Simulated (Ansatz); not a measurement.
# Energy of CuO along an even scaling of the cell

System: CuO (C2/c, 4 atoms in the cell).
Method: Kohn-Sham DFT of a periodic cell, rPW86-PBE with rVV10, Ansatz PAW, no spin polarisation (Ansatz 0.2.0).

The 6 runs differ only in the geometry, by an even scaling of the cell at fixed fractional positions. The structure derives from an entry of the Crystallography Open Database.

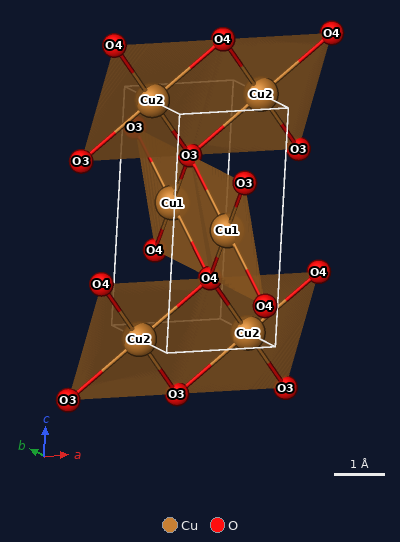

Figure 1. The structure of run 4 (polyhedral view of the cell of the calculation, seen slightly off an axis; polyhedra are completed across the faces of the cell; atoms are numbered from 1 in the order of the input).

### Input of run 4
```yaml
crystal:
  lattice:
    - [2.34185, -1.7113, 0.0]
    - [2.34185, 1.7113, 0.0]
    - [-0.8500274268, 0.0, 5.0578693947]
  atoms:
    - { symbol: Cu, position: [0.5, 0.0, 0.5] }
    - { symbol: Cu, position: [0.0, 0.5, 0.0] }
    - { symbol: O, position: [0.4184, 0.5816, 0.75] }
    - { symbol: O, position: [0.5816, 0.4184, 0.25] }
hamiltonian:
  xc: { exchange: rpw86, correlation: pbe }
  pseudopotentials: { kind: paw }
  dispersion: rvv10
kpoints:
  mp_grid: { grid: [10, 10, 5] }
scf:
  occupations: { method: fermi_dirac, width: 0.05 }
output:
  forces: true
  stress: true
  eigenvalues: true
```

Command:
```bash
ansatz run input.yaml --threads 2 --pin off --max-ram 5120MiB --backend cpu --events-out ev --progress --plain --runs-dir out
```

Lattice vectors (Å) and fractional positions of run 4:
```
   2.341850   -1.711300    0.000000
   2.341850    1.711300    0.000000
  -0.850027    0.000000    5.057869
Cu  0.500000 -0.000000  0.500000
Cu  0.000000  0.500000  0.000000
O   0.418400  0.581600  0.750000
O   0.581600  0.418400  0.250000
```

Run 3 differs from it as follows:
```diff
-    - [2.34185, -1.7113, 0.0]
-    - [2.34185, 1.7113, 0.0]
-    - [-0.8500274268, 0.0, 5.0578693947]
+    - [2.3261324123, -1.699814419, 0.0]
+    - [2.3261324123, 1.699814419, 0.0]
+    - [-0.8443223728, 0.0, 5.0239229397]
```

### Results, with one run withheld

| run | volume per atom (Å³) | free energy per atom, from the lowest run given (meV) | pressure (GPa) |
| --- | --- | --- | --- |
| 1 | 9.527 | 65.66 | 22.14 |
| 2 | 9.730 | 41.00 | 16.90 |
| 3 | 9.932 | ? | ? |
| 4 | 10.135 | 9.92 | 7.99 |
| 5 | 10.338 | 2.24 | 4.22 |
| 6 | 10.743 | 0.00 | −2.22 |

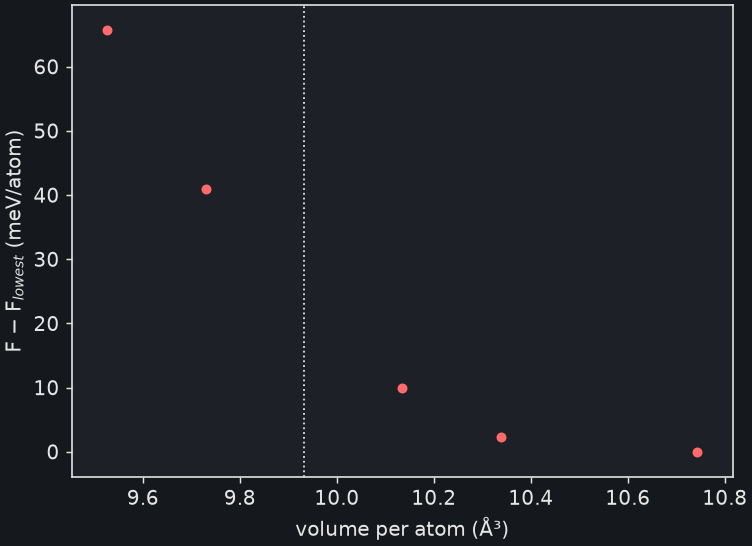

Figure 2. Free energy per atom of the runs given; the dotted line marks run 3.

Fit the runs given and predict run 3.

A cubic polynomial in V^(−2/3) (the Birch–Murnaghan form), fitted to the 5 runs given, misses them by at most 0.01 meV per atom. With x = V^(−2/3) − 0.21431 Å⁻², it reads F = 12.897 + 4012.2 x + 2.913e+05 x² + 3.9782e+05 x³ (meV per atom). At run 3 it gives 22.69 meV per atom, and the run itself gives 22.65. The slope of the fit gives a pressure −dF/dV of 12.22 GPa there, and the run prints 12.20 GPa. The fit has its minimum at 10.593 Å³ per atom, where V d²F/dV² gives 164 GPa. Cell shape and fractional positions are held, so this is the stiffness under even scaling; the relaxed bulk modulus wasn't computed.

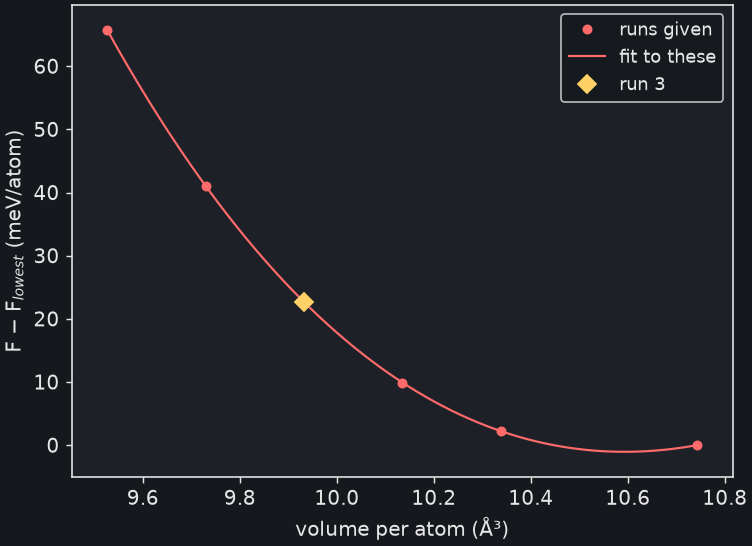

Figure 3. The fit and the withheld run.

### Output, shortened to warnings, some set-up lines, iterations and results (run 3)
```
Basis set: ecut = 420 eV, 775 PW (Γ), exchange–correlation on 48×48×80 points (8 copies of the dense FFT grid, shifted against one another)
Symmetry: 4 space group operations
k-points: 141 of 500
Initial density: superposition of atomic densities (neutral atoms: chi_scale 0, normalization atom), corrected by the library's trained network
[...]
SCF iter   1: F=—  HF=-14444.045580 eV  |F-HF|=—  |Δ(HF+E_count)|=         —  Δρ=2.49e-2  dr2=1.56e-1  ethr=1.77e-3  ⟨swp⟩=5.8  Hψ=14731  notcnv=0
SCF iter   2: F=—  HF=-14444.017912 eV  |F-HF|=—  |Δ(HF+E_count)|=   2.77e-2  Δρ=7.31e-3  dr2=1.47e-2  ethr=3.13e-4  ⟨swp⟩=2.6  Hψ=7453  notcnv=0
SCF iter   3: F=—  HF=-14444.014973 eV  |F-HF|=—  |Δ(HF+E_count)|=   2.94e-3  Δρ=3.10e-3  dr2=2.90e-3  ethr=2.94e-5  ⟨swp⟩=2.1  Hψ=6713  notcnv=0
SCF iter   4: F=—  HF=-14444.014525 eV  |F-HF|=—  |Δ(HF+E_count)|=   4.48e-4  Δρ=6.24e-4  dr2=8.79e-5  ethr=5.79e-6  ⟨swp⟩=2.3  Hψ=6289  notcnv=0
SCF iter   5: F=—  HF=-14444.014532 eV  |F-HF|=—  |Δ(HF+E_count)|=   7.50e-6  Δρ=1.31e-4  dr2=4.43e-6  ethr=1.76e-7  ⟨swp⟩=2.0  Hψ=6353  notcnv=0
SCF iter   6: F=—  HF=-14444.014532 eV  |F-HF|=—  |Δ(HF+E_count)|=   1.10e-7  Δρ=3.53e-5  dr2=4.33e-7  ethr=8.85e-9  ⟨swp⟩=2.0  Hψ=7479  notcnv=0
SCF iter   7: F=-14444.014533 eV  HF=-14444.014533 eV  |F-HF|=2.27e-8  |Δ(HF+E_count)|=   1.20e-7  Δρ=1.32e-5  dr2=6.69e-8  ethr=2.00e-10  ⟨swp⟩=4.2  Hψ=15853  notcnv=0
SCF 1 converged in 7 iterations: F = -14444.014533 eV  dr2 = 6.69e-8
SCF converged after 7 iterations
Free energy (F): -14444.014533 eV
Harris-Foulkes:  -14444.014533 eV  (|F-HF|=2.27e-8)
Internal energy: -14443.995621 eV  (E = F + TS)
E sigma→0 (E₀):  -14444.005077 eV
Entropy (-TS):   -0.018912 eV (-4.728 meV/atom)
Fermi energy:    12.695990 eV
--- Per-component energies (eV) ---
  E_band       = -840.421206
  E_kinetic    = 946.003231
  E_local      = -9570.258157  (includes V_loc(G=0)·N_el)
  E_nonlocal   = 865.020008
  E_hartree    = 4153.108877
  E_xc         = -321.837650
  E_vxc        = -415.612953  (∫ρ·V_xc dr)
  E_paw        = -3705.623682  (= ΣΔE_a)
  E_vpaw       = -971.792574  (= ΣTr[D̂ρ^β])
  E_aug_tail   = 0.004372  (compensation charges beyond the density's cutoff)
  E_ewald      = -6810.034238
  E_core_change = -0.378382  (= ΣΔE_core)
  E_smearing   = -0.018912  (= −TS)
  E_closure    = 0.000000  (closes the sum)
  Σ components = -14444.014533   (vs F -14444.014533, Δ=0.00e0)
--- Forces (eV/Å), atoms counted from 1 ---
  atom   1  Cu     0.00000000     0.00000000     0.00000000
  atom   2  Cu     0.00000000     0.00000000    -0.00000000
  atom   3  O      0.00000000    -0.14826197     0.00000000
  atom   4  O      0.00000000     0.14826197     0.00000000
  max |Σ_I F_I| component: 9.47e-30 eV/Å
--- Stress (GPa, compression-positive) ---
       12.101051       0.000000      -2.119630
        0.000000      11.836919       0.000000
       -2.119626       0.000000      12.676515
  P = ⅓ Tr σ = 12.2048 GPa (122.048 kbar)
```

Notes: Points of doubt noted for this run: forces on files of another functional. The run has no spin polarisation, so a magnetic state may lie lower.
